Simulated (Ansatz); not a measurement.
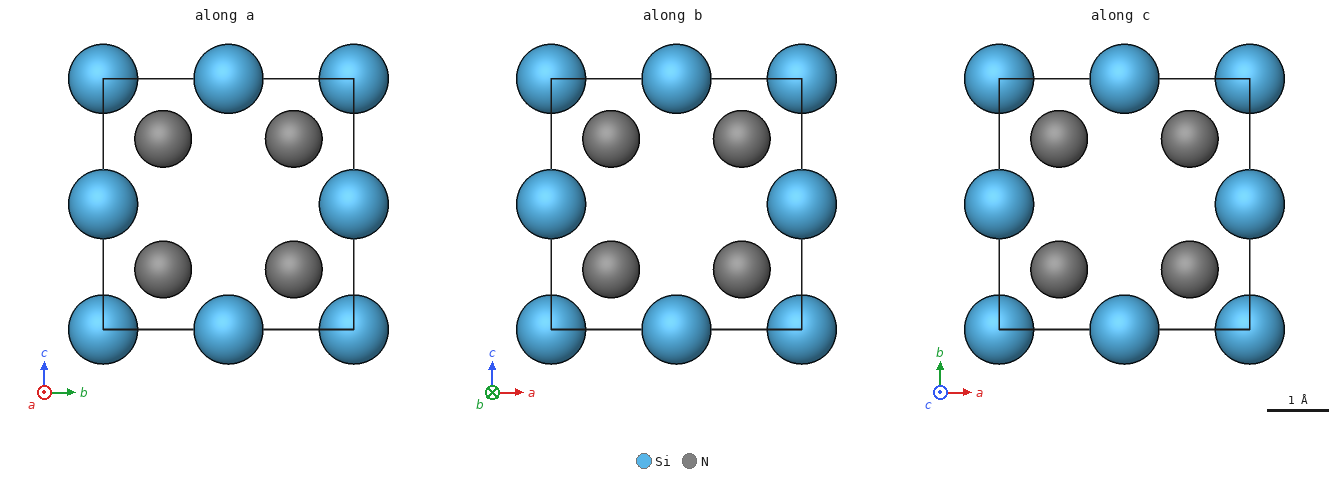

Shown here is a spheres-only view of the crystal, taken along the a axis, along the b axis and along the c axis. The outline marks the conventional unit cell.

Lattice parameters: a = 4.131 Å, b = 4.131 Å, c = 4.131 Å, α = 90.00°, β = 90.00°, γ = 90.00°.

Q: Give the structure in the form of a table of Wyckoff sites, with free fractional coordinates to two decimals.

A: Space group P-43m (No. 215).
| atom | site | x | y | z |
| --- | --- | --- | --- | --- |
| Si | 3d | 0.00 | 0.00 | 0.50 |
| N | 4e | 0.24 | 0.24 | 0.76 |

The model was built from a structure type filled with these elements by a generator (whether the compound takes this form wasn't checked). What is shown is the relaxed result from Ansatz, DFT PBE, scalar-relativistic, plane waves, PAW.
